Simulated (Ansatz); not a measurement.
**From Hf to Ti**

System: Hf (P6₃/mmc, 2 atoms in the cell).
Method of the first run: DFT PBEsol, scalar-relativistic, plane waves, PAW, no spin polarisation (Ansatz 0.2.0).
System of the second run: Ti (P6₃/mmc, 2 atoms in the cell).

On the first run: The structure was made by swapping elements on the sites of another compound; it need not be a known phase. On the second run: The structure derives from an entry of the Crystallography Open Database. Text and figures count atoms from 1; the logs count them from 0 in places.

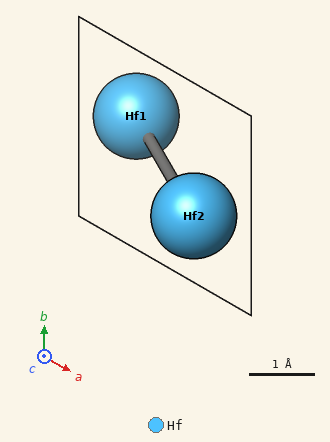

The input geometry (ball-and-stick view of the cell of the calculation, along the c axis; atoms are numbered from 1 in the order of the input). An atom can appear more than once, as a periodic image.

**Input, the first run**
```yaml
crystal:
  lattice:
    - [3.0870934832, 0.0, 0.0]
    - [-1.5435467416, 2.6735013803, 0.0]
    - [0.0, 0.0, 4.8864448651]
  atoms:
    - { symbol: Hf, position: [0.3333333333, 0.6666666667, 0.25] }
    - { symbol: Hf, position: [0.6666666667, 0.3333333333, 0.75] }
basis:
  ecutwfc: 420
kpoints:
  mp_grid: { grid: [6, 6, 4] }
hamiltonian:
  xc: pbesol
scf:
  occupations: { method: gaussian, width: 0.1 }
output:
  forces: true
  stress: true
  eigenvalues: true
relax:
  adjacent_minimum: "off"
  f_tol: 0.05
  max_steps: 60
  cell: { stress_tol: 0.5 }
```

Launched with:
```bash
ansatz run input.yaml --threads 1 --pin off --max-ram 2560MiB --backend cpu --events-out ev --progress --plain --runs-dir out
```

Hardware: 1 thread of Arm Neoverse V1, 24 GiB of memory available, shared host.

**Output, shortened to warnings, some set-up lines, iterations and results (the first run)**
```
Basis set: ecut = 420 eV, 773 PW (Γ), exchange–correlation on 48×48×72 points (8 copies of the dense FFT grid, shifted against one another)
Symmetry: 24 space group operations
k-points: 21 of 144
Initial density: superposition of atomic densities (neutral atoms: chi_scale 0, normalization atom), corrected by the library's trained network
[...]
SCF iter   1: F=—  HF=-31195.956071 eV  |F-HF|=—  |Δ(HF+E_count)|=         —  Δρ=3.81e-3  dr2=2.92e-3  ethr=1.77e-3  ⟨swp⟩=4.5  Hψ=2227  notcnv=0
SCF iter   2: F=—  HF=-31195.956175 eV  |F-HF|=—  |Δ(HF+E_count)|=   1.04e-4  Δρ=2.04e-3  dr2=7.42e-4  ethr=5.62e-6  ⟨swp⟩=2.2  Hψ=1297  notcnv=0
SCF iter   3: F=—  HF=-31195.956310 eV  |F-HF|=—  |Δ(HF+E_count)|=   1.35e-4  Δρ=7.38e-4  dr2=1.43e-4  ethr=1.43e-6  ⟨swp⟩=2.2  Hψ=1101  notcnv=0
SCF iter   4: F=—  HF=-31195.956260 eV  |F-HF|=—  |Δ(HF+E_count)|=   5.02e-5  Δρ=1.67e-4  dr2=7.21e-6  ethr=2.75e-7  ⟨swp⟩=2.0  Hψ=1192  notcnv=0
SCF iter   5: F=—  HF=-31195.956265 eV  |F-HF|=—  |Δ(HF+E_count)|=   5.11e-6  Δρ=2.78e-5  dr2=1.64e-7  ethr=1.39e-8  ⟨swp⟩=2.0  Hψ=1192  notcnv=0
[... 28 lines ...]
SCF iter   3: F=—  HF=-31196.027844 eV  |F-HF|=—  |Δ(HF+E_count)|=   2.17e-7  Δρ=3.78e-5  dr2=2.49e-7  ethr=1.18e-9  ⟨swp⟩=2.0  Hψ=1156  notcnv=0
SCF iter   4: F=—  HF=-31196.027844 eV  |F-HF|=—  |Δ(HF+E_count)|=   3.41e-8  Δρ=3.54e-6  dr2=4.81e-9  ethr=4.80e-10  ⟨swp⟩=2.0  Hψ=1158  notcnv=0
SCF iter   5: F=-31196.027844 eV  HF=-31196.027844 eV  |F-HF|=6.04e-10  |Δ(HF+E_count)|=   1.65e-9  Δρ=1.01e-6  dr2=3.22e-10  ethr=3.85e-12  ⟨swp⟩=5.1  Hψ=2525  notcnv=0
SCF 5 converged in 5 iterations: F = -31196.027844 eV  dr2 = 3.22e-10
relax step   5: F+E_penalty+E_count = -31196.02784431 eV  Δ(F+E_penalty+E_count) = -8.385e-4 eV  max|allowed force component| = 1.203e-16 eV/Å  Δτ_max = 0.0000 Å  P = +0.039 …
basis re-selected at this cell: Δ(F+E_penalty+E_count) = -8.385e-4 eV, ΔP = -0.001 GPa vs the last step (what re-selecting the basis moved, of the pressure what is left beyond the Pulay correction that the steps carried, after the strain that the cell walked since its last selection, with what the …
SCF converged after 5 iterations
Free energy (F): -31196.027844 eV
Harris-Foulkes:  -31196.027844 eV  (|F-HF|=6.04e-10)
Internal energy: -31196.010457 eV  (E = F + TS)
E sigma→0 (E₀):  -31196.019151 eV
Entropy (-TS):   -0.017387 eV (-8.694 meV/atom)
Fermi energy:    20.588700 eV
--- Per-component energies (eV) ---
  E_band       = 109.515477
  E_kinetic    = 851.444227
  E_local      = -9966.400394  (includes V_loc(G=0)·N_el)
  E_nonlocal   = -2477.154443
  E_hartree    = 4699.118668
  E_xc         = -596.338741
  E_vxc        = -533.006459  (∫ρ·V_xc dr)
  E_paw        = -13615.279006  (= ΣΔE_a)
  E_vpaw       = 2836.395399  (= ΣTr[D̂ρ^β])
  E_aug_tail   = -0.000003  (compensation charges beyond the density's cutoff)
  E_ewald      = -10093.902948
  E_core_change = 2.502183  (= ΣΔE_core)
  E_smearing   = -0.017387  (= −TS)
  E_closure    = 0.000000  (closes the sum)
  Σ components = -31196.027844   (vs F -31196.027844, Δ=0.00e0)
--- Forces (eV/Å), atoms counted from 1 ---
  atom   1  Hf     0.00000000    -0.00000000     0.00000000
  atom   2  Hf     0.00000000     0.00000000     0.00000000
  max |Σ_I F_I| component: 5.55e-17 eV/Å
--- Stress (GPa, compression-positive) ---
       -0.005234       0.000000       0.000000
       -0.000000      -0.005234       0.000000
        0.000000       0.000000       0.128555
  P = ⅓ Tr σ = 0.0394 GPa (0.394 kbar)
--- Relaxed structure (4 steps of the walk, 4 accepted, 1 SCFs on fresh bases) ---
  F+E_penalty+E_count = -31196.02784431 eV   max|allowed force component| = 1.203e-16 eV/Å   (the final SCF, on the basis selected at the relaxed cell)
  cell:  # Å, volume = 43.2004 Å³
    - [3.1523357003317503, 2.3116456967343267e-34, 0.0]
    - [-1.5761678501658751, 2.7300027977439045, 0.0]
    - [0.0, 0.0, 5.0198719278210735]
  atoms:
    - { symbol: Hf, position: [0.3333333333333333, 0.6666666666666666, 0.24999999999999994] }
    - { symbol: Hf, position: [0.6666666666666666, 0.3333333333333333, 0.7499999999999999] }
```

For the second run the input was changed thus:
```diff
-    - [3.0870934832, 0.0, 0.0]
-    - [-1.5435467416, 2.6735013803, 0.0]
-    - [0.0, 0.0, 4.8864448651]
+    - [2.9499978604, 0.0, 0.0]
+    - [-1.4749989302, 2.5547730882, 0.0]
+    - [0.0, 0.0, 4.686]
-    - { symbol: Hf, position: [0.3333333333, 0.6666666667, 0.25] }
-    - { symbol: Hf, position: [0.6666666667, 0.3333333333, 0.75] }
+    - { symbol: Ti, position: [0.3333333333, 0.6666666667, 0.25] }
+    - { symbol: Ti, position: [0.6666666667, 0.3333333333, 0.75] }
-  mp_grid: { grid: [6, 6, 4] }
+  mp_grid: { grid: [18, 18, 10] }
+  write_density: true
+  write_potential: true
+  elf: true
+  volumetric_format: npy
-  f_tol: 0.05
-  max_steps: 60
-  cell: { stress_tol: 0.5 }
+  f_tol: 0.005
+  max_steps: 80
+  cell: { stress_tol: 0.05 }
```

How does the second run compare with the first run?

The total energies belong to different systems, so their difference says nothing on which is more stable or more accurate. The volume per atom goes from 21.60 to 16.72 Å³. The SCF takes 36 iterations over all geometry steps against 28. The irreducible k-points go from 21 to 222. On the same kind of shared host the second run took about 5.2 times as long.

**Output, shortened to warnings, some set-up lines, iterations and results (the second run)**
```
Basis set: ecut = 420 eV, 687 PW (Γ), exchange–correlation on 40×40×64 points (8 copies of the dense FFT grid, shifted against one another)
Symmetry: 24 space group operations
k-points: 222 of 3240
Initial density: superposition of atomic densities (neutral atoms: chi_scale 0, normalization atom), corrected by the library's trained network
[...]
SCF iter   1: F=—  HF=-4947.768470 eV  |F-HF|=—  |Δ(HF+E_count)|=         —  Δρ=8.26e-3  dr2=1.83e-2  ethr=1.77e-3  ⟨swp⟩=3.6  Hψ=14290  notcnv=0
SCF iter   2: F=—  HF=-4947.763149 eV  |F-HF|=—  |Δ(HF+E_count)|=   5.32e-3  Δρ=3.59e-3  dr2=3.59e-3  ethr=7.62e-5  ⟨swp⟩=2.2  Hψ=6446  notcnv=0  defer=10
SCF iter   3: F=—  HF=-4947.762188 eV  |F-HF|=—  |Δ(HF+E_count)|=   9.61e-4  Δρ=3.39e-4  dr2=1.21e-5  ethr=1.49e-5  ⟨swp⟩=3.0  Hψ=6411  notcnv=0  defer=10
SCF iter   4: F=—  HF=-4947.762186 eV  |F-HF|=—  |Δ(HF+E_count)|=   1.81e-6  Δρ=3.98e-5  dr2=1.62e-7  ethr=5.06e-8  ⟨swp⟩=2.0  Hψ=5885  notcnv=0  defer=10
SCF iter   5: F=-4947.762187 eV  HF=-4947.762187 eV  |F-HF|=2.34e-9  |Δ(HF+E_count)|=   2.61e-7  Δρ=3.73e-6  dr2=3.43e-9  ethr=6.75e-10  ⟨swp⟩=2.0  Hψ=4440  notcnv=0  defer=10
[... 38 lines ...]
SCF iter   4: F=—  HF=-4947.798242 eV  |F-HF|=—  |Δ(HF+E_count)|=  2.09e-11  Δρ=5.52e-7  dr2=2.94e-11  ethr=3.69e-12  ⟨swp⟩=2.7  Hψ=6142  notcnv=0
SCF iter   5: F=-4947.798242 eV  HF=-4947.798242 eV  |F-HF|=0.00e0  |Δ(HF+E_count)|=  1.64e-11  Δρ=2.97e-8  dr2=1.88e-13  ethr=1.00e-12  ⟨swp⟩=1.0  Hψ=3552  notcnv=0
SCF iter   6: F=-4947.798242 eV  HF=-4947.798242 eV  |F-HF|=9.09e-13  |Δ(HF+E_count)|=    0.00e0  Δρ=7.45e-9  dr2=5.41e-15  ethr=1.00e-12  ⟨swp⟩=2.2  Hψ=10728  notcnv=0
SCF 6 converged in 6 iterations: F = -4947.798242 eV  dr2 = 5.41e-15
relax step   6: F+E_penalty+E_count = -4947.79824224 eV  Δ(F+E_penalty+E_count) = +1.116e-4 eV  max|allowed force component| = 1.203e-16 eV/Å  Δτ_max = 0.0000 Å  P = +0.008 …
basis re-selected at this cell: Δ(F+E_penalty+E_count) = +1.116e-4 eV, ΔP = +0.004 GPa vs the last step (what re-selecting the basis moved, of the pressure what is left beyond the Pulay correction that the steps carried, after the strain that the cell walked since its last selection, with what the …
SCF converged after 6 iterations
Free energy (F): -4947.798242 eV
Harris-Foulkes:  -4947.798242 eV  (|F-HF|=9.09e-13)
Internal energy: -4947.789128 eV  (E = F + TS)
E sigma→0 (E₀):  -4947.793685 eV
Entropy (-TS):   -0.009115 eV (-4.557 meV/atom)
Fermi energy:    13.866734 eV
--- Per-component energies (eV) ---
  E_band       = -300.135988
  E_kinetic    = 546.109495
  E_local      = -1584.757579  (includes V_loc(G=0)·N_el)
  E_nonlocal   = 18.766225
  E_hartree    = 652.314418
  E_xc         = -193.882685
  E_vxc        = -243.650931  (∫ρ·V_xc dr)
  E_paw        = -2045.109728  (= ΣΔE_a)
  E_vpaw       = -341.232246  (= ΣTr[D̂ρ^β])
  E_aug_tail   = 0.000211  (compensation charges beyond the density's cutoff)
  E_ewald      = -2341.508253
  E_core_change = 0.278769  (= ΣΔE_core)
  E_smearing   = -0.009115  (= −TS)
  E_closure    = -0.000000  (closes the sum)
  Σ components = -4947.798242   (vs F -4947.798242, Δ=0.00e0)
--- Forces (eV/Å), atoms counted from 1 ---
  atom   1  Ti    -0.00000000    -0.00000000     0.00000000
  atom   2  Ti     0.00000000     0.00000000     0.00000000
  max |Σ_I F_I| component: 7.40e-17 eV/Å
--- Stress (GPa, compression-positive) ---
        0.018180       0.000000       0.000000
        0.000000       0.018180       0.000000
        0.000000       0.000000      -0.011331
  P = ⅓ Tr σ = 0.0083 GPa (0.083 kbar)
--- Relaxed structure (5 steps of the walk, 4 accepted, 1 SCFs on fresh bases) ---
  F+E_penalty+E_count = -4947.79824224 eV   max|allowed force component| = 1.203e-16 eV/Å   (the final SCF, on the basis selected at the relaxed cell)
  cell:  # Å, volume = 33.4475 Å³
    - [2.9004352001638503, -2.886149545518449e-35, 0.0]
    - [-1.4502176000819251, 2.511850565372497, 0.0]
    - [0.0, 0.0, 4.590990446971444]
  atoms:
    - { symbol: Ti, position: [0.33333333333333326, 0.6666666666666665, 0.24999999999999997] }
    - { symbol: Ti, position: [0.6666666666666666, 0.33333333333333326, 0.75] }
```

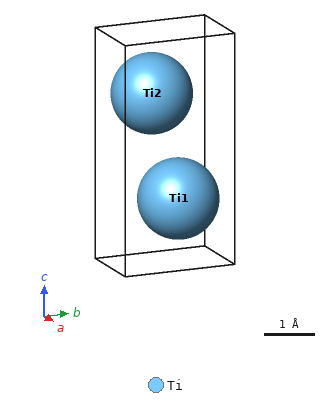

The input structure of the second run (spheres-only view of the cell of the calculation, seen slightly off an axis; atoms are numbered from 1 in the order of the input). An atom can appear more than once, as a periodic image.

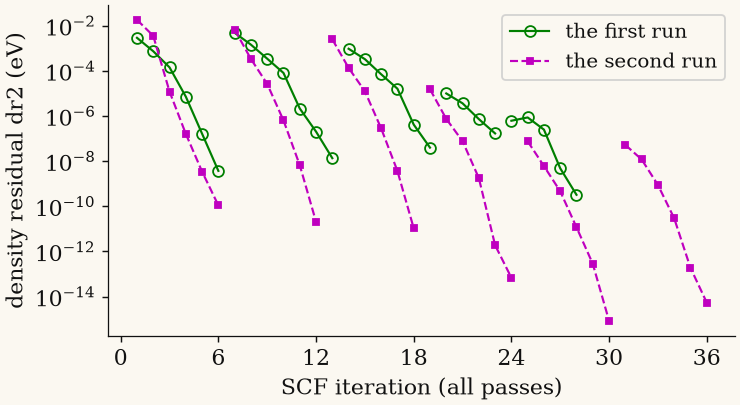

Convergence of the two runs: density residual dr2 against the SCF iteration. A break in a curve parts two SCF passes. The first run takes 28 iterations in all, and the second run takes 36.

**The two runs side by side**

```tsv
quantity	the first run	the second run
outcome	converged	converged
free energy per atom (eV)	−15598.0139	−2473.8991
energy per atom, smearing taken to zero (eV)	−15598.0096	−2473.8968
gap on the mesh (eV)	0.00	0.00
pressure (GPa)	0.04	0.01
volume per atom (Å³)	21.60	16.72
largest force (eV/Å)	0.000	0.000
SCF iterations	28	36
irreducible k-points	21	222
wall time (shared host)	8.8 s	45 s
```

For the first run: Spin–orbit coupling is left out, which matters for Hf.
